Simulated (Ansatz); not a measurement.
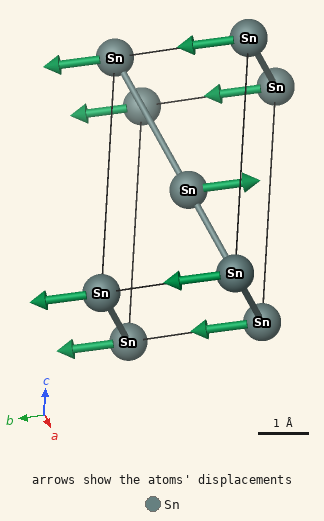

Lattice vibrations of solid Sn, space group I4/mmm (No. 139), at the zone centre of a doubled cell. The levels lie at 19, 30, 107 cm⁻¹. One mode is drawn. Displacements are drawn as green arrows; their common scale and sign are arbitrary. A ball-and-stick model of the cell of the calculation, seen from a free direction.

The calculation used Ansatz, DFT PBEsol, scalar-relativistic, plane waves, PAW. Set-up: plane-wave cutoff 420 eV; k-point mesh 22 × 22 × 22; occupations gaussian; smearing width 0.15 eV; no spin polarisation.

> Which of these frequencies is the drawn mode's?

The level at 30 cm⁻¹. This is a non-degenerate mode, level 2 of 3, counted from below (the three translations aside). All motion is roughly along [1 −2 0] of the drawn cell; atoms of one kind move against one another, with no net shift of their sublattice. It changes sign from one half of the doubled cell to the other: it belongs to the zone boundary, q = (0, 1/2, 0) in the reciprocal vectors of the undoubled cell.
